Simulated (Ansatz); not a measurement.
System: a slab cut from ZnS (slab content Zn₁₂S₁₂), space group P6_3mc (No. 186).

Structure:
```
CELL_PARAMETERS angstrom
3.78157 0.00000 0.00000
-1.89078 3.27494 0.00000
0.00000 0.00000 6.20899
ATOMIC_POSITIONS crystal
Zn 0.33333 0.66667 0.00544
Zn 0.66667 0.33333 0.50544
S 0.33333 0.66667 0.37956
S 0.66667 0.33333 0.87956
```

How it was computed, with Ansatz 0.2.0: spacing and rumpling of the atomic planes of a slab cut from the relaxed bulk cell along the Miller plane (conventional indices), bottom to top, after all atoms relax, plane waves with PAW datasets, Γ-centred k mesh. Level: PBEsol, no spin polarisation.

space group in which the indices count 186; Miller index h 1; Miller index k 1; Miller index l 0; top plane ZnS; bottom plane ZnS; planes 6; surface cell (1, 1); slab thickness as cut 9.45 Å; vacuum 15 Å; surface area 40.67 Å²; surface a 6.209 Å; surface b 6.55 Å; surface angle 90 °; slab atoms 24; wave cutoff 420 eV; k mesh 5×4×1; occupations Gaussian; smearing width 0.05 eV; boundary dipole corrected.

Describe the result: the spacing change of each pair of planes. The cases: 1–2; 2–3; 3–4; 4–5; 5–6.

The least value, −0.194 Å, is that of 1–2 and 5–6, and the largest, 0.039 Å, that of 2–3 and 4–5.

| pair of planes | spacing change (Å) | spacing to next (Å) |
| --- | --- | --- |
| 1–2 | −0.194 | 1.697 |
| 2–3 | 0.039 | 1.929 |
| 3–4 | −0.003 | 1.888 |
| 4–5 | 0.039 | 1.929 |
| 5–6 | −0.194 | 1.697 |

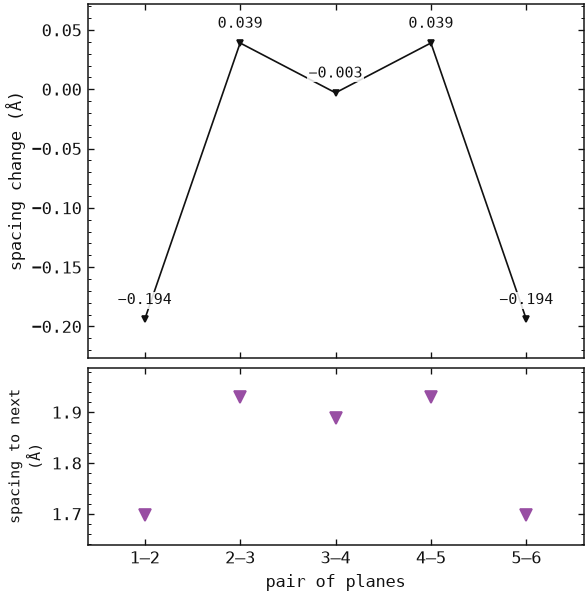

Keep in mind: odd k mesh can miss points on the zone edge; xc potential rough in thin density.
